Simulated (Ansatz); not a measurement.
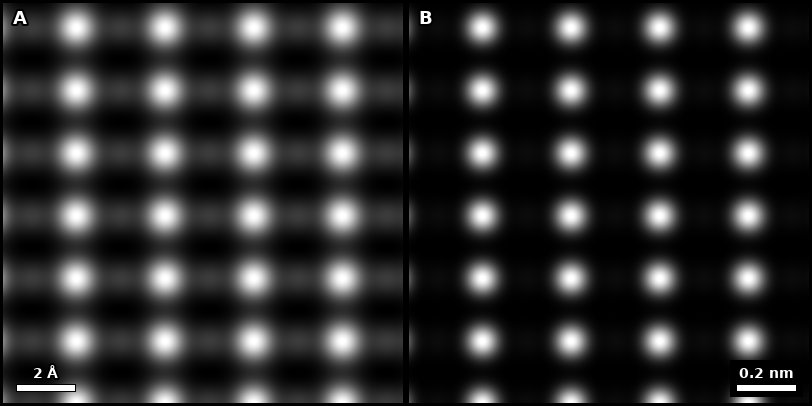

Two simulated images of the same area of SnO (Pm-3m, No. 221) along [110], with a probe of 0.89 Å. One is incoherent Z contrast (Z^1.7 per atom), the other the projected potential of neutral atoms blurred by the probe (iDPC-like, thin sample). Brightness is counted from the darkest point of the image. Atomic positions: the input geometry of an electronic-structure calculation (not necessarily at equilibrium); the starting structure was generated, so it need not be a known form of this composition.

Q: Which panel is which, and how can one tell?

B is the Z-contrast image and A the potential image. The columns of 1 O per repeat reach about 4 % of the brightest peak (1 Sn) in B but about 23 % in A, mainly since the potential grows much more slowly with atomic number. The O columns show clearly in A alone.
